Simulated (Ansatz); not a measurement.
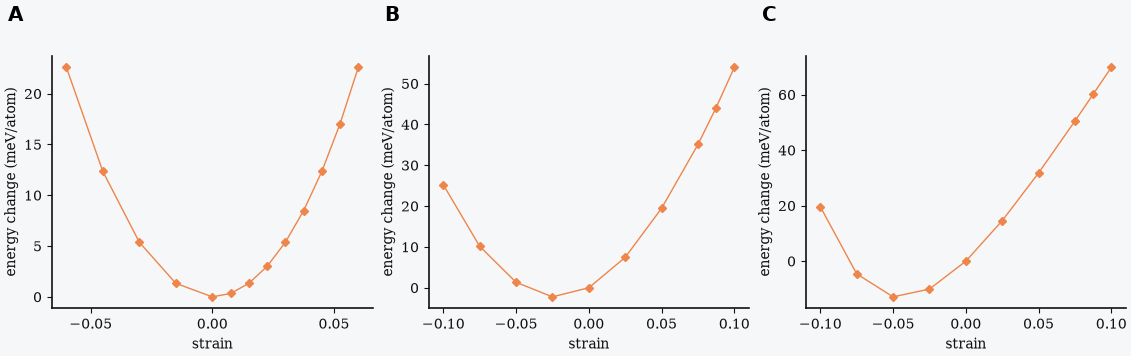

Each panel shows the energy change against strain for one of these solids: CuI, Fm-3m (No. 225), 23.4 Å³/atom, strain pattern [0, 1, 0, 0, 0, 0]; KCl, Fm-3m (No. 225), 31.4 Å³/atom, strain pattern [1, -1, 0, 0, 0, 0]; Sb, Fm-3m (No. 225), 26.7 Å³/atom, strain pattern [1, 0, 0, 0, 0, 0].

Calculation (Ansatz 0.2.0): homogeneous strain of a crystal along one Voigt pattern with engineering shear, fractional coordinates fixed, by plane-wave density functional theory with PAW datasets, free energies less that of the undisturbed cell; scalar-relativistic. Level: PBEsol, no spin polarisation.

> Match the panels to the solids.

A is KCl (energy change from 0.00 meV/atom to 22.59 meV/atom); B is Sb (energy change from −2.23 meV/atom to 53.99 meV/atom); C is CuI (energy change from −12.87 meV/atom to 69.85 meV/atom).

For CuI, limits of the calculation: reference crystal is not relaxed.

For KCl, limits of the calculation: reference crystal is not relaxed.

For Sb, limits of the calculation: reference crystal is not relaxed.
